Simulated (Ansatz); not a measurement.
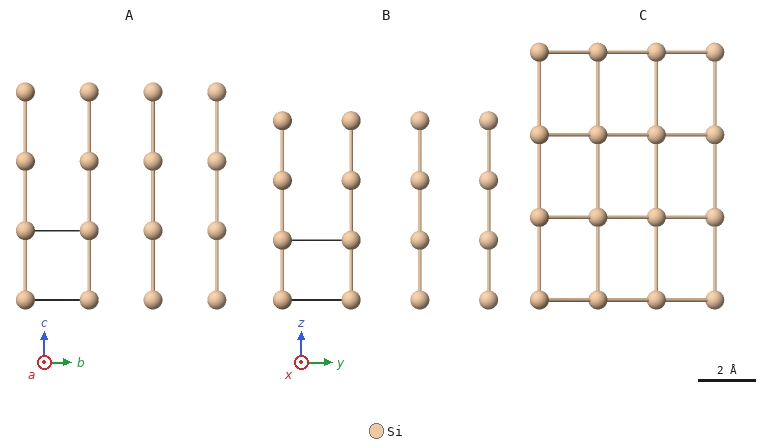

Solid Si (P6/mmm): the ratio of the cell's length along z to its lengths across, counted as 1 for the reference, is changed at fixed volume (a c/a path), with the atoms kept at their fractional coordinates. x, y and z are the Cartesian axes of the input. A ball-and-stick model of the cell of the calculation, repeated 2 × 3 × 3 with one cell outlined, seen along the a axis.

Theory: DFT PBEsol, scalar-relativistic, plane waves, PAW in Ansatz. (plane-wave cutoff 420 eV; k-point mesh 24 × 24 × 22; occupations gaussian; smearing width 0.15 eV; no spin polarisation). Energies (free energies at the smearing named) are counted from the cell as listed in its source, which wasn't relaxed.

> Order these geometries by energy, lowest first.

Lowest first: A (the relative ratio 1.00, 0 meV/atom), C (the relative ratio 1.30, 413 meV/atom), B (the relative ratio 0.80, 504 meV/atom). Over the whole scan: of the computed points the lowest is at the relative ratio 1.00, 0 meV/atom. At the ends of the scan the energy is 504 meV/atom (0.80) and 413 meV/atom (1.30). The unrelaxed reference is under a pressure of 0.7 GPa. The distortion keeps the space group P6/mmm. At the relative ratio 1.30 the cell of the drawing goes a 2.621 → 2.401 Å, b 2.621 → 2.401 Å, c 2.466 → 2.938 Å.
